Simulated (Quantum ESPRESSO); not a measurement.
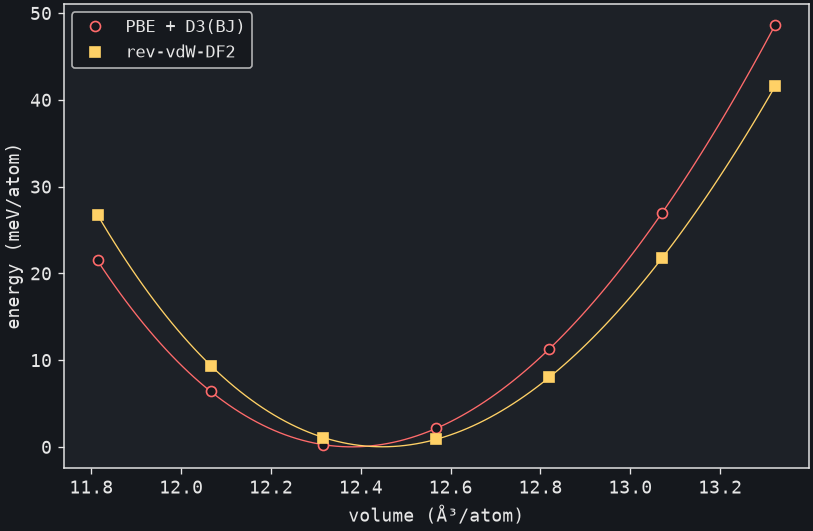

Method: plane-wave DFT, no spin polarisation; energies at scaled volumes of the given cell, shape and fractions fixed, counted from the fit's minimum, third-order Birch-Murnaghan fit (Quantum ESPRESSO 7.5). All runs: no spin polarisation.

k mesh 10×10×10; occupations Fermi–Dirac; smearing width 0.05 eV; potentials PseudoDojo 0.4.1 SR PBE standard; wave cutoff 1116 eV; density cutoff 4463 eV.

Figure. Energy against volume, with one curve for each functional, for HfC (space group Fm-3m).

The fitted equilibrium volumes, smallest first, are PBE + D3(BJ) 12.380, rev-vdW-DF2 12.448 Å³/atom. The fitted bulk moduli, smallest first, are rev-vdW-DF2 242.9, PBE + D3(BJ) 245.6 GPa.

Keep in mind: potentials made for another functional (rev-vdW-DF2).
